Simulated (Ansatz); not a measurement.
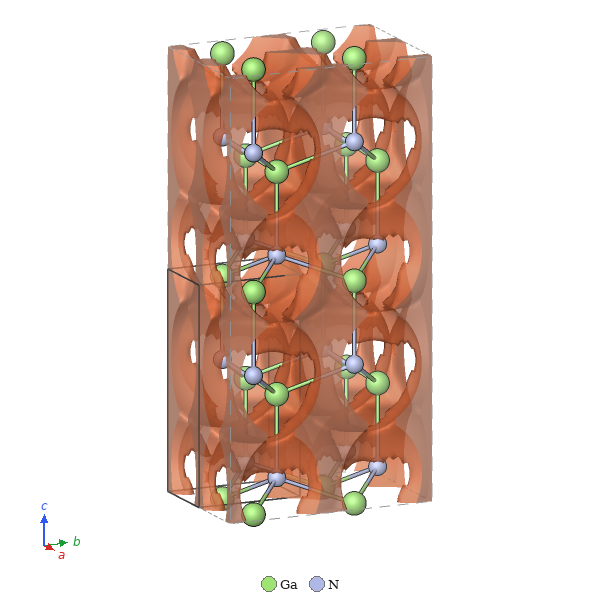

The orange surface encloses the points that the centre of a probe sphere of radius 0.25 Å can occupy in GaN (P6_3mc, No. 186), computed on a grid of about 0.13 Å (2×2×2 cells shown, view slightly off an axis; pale faces close the region where the box cuts it).

Atoms are hard spheres with Shannon crystal radii (six-coordinate where tabulated): Ga 0.76 Å, N 1.32 Å.

The cell is taken from a calculation's input that goes back to an entry of the Crystallography Open Database (an earlier step may have relaxed or displaced it).

```xyz
4
Lattice="3.1800 0.0000 0.0000 -1.5900 2.7540 0.0000 0.0000 0.0000 5.1660" Properties=species:S:1:pos:R:3 pbc="T T T"
Ga    1.5900    0.9180    0.0000
Ga    0.0000    1.8360    2.5830
N     1.5900    0.9180    3.2288
N     0.0000    1.8360    0.6458
```

Q: Describe the connectivity of the accessible space.

A: Where they connect, they form a three-dimensional network.

Q: What share of the cell can the probe's centre reach?

A: About 22 % of the volume (9.8 Å³ of 45.2 Å³).

Q: Give the largest included and the largest free sphere.

A: The largest sphere that fits anywhere has a diameter of 1.85 Å; the largest that can travel through the crystal, about 1.0 Å.

Q: How does the connectivity change as the probe shrinks?

A: Below a radius of about 0.51 Å the space forms a three-dimensional network. These are grid estimates, good to about 0.05 Å.
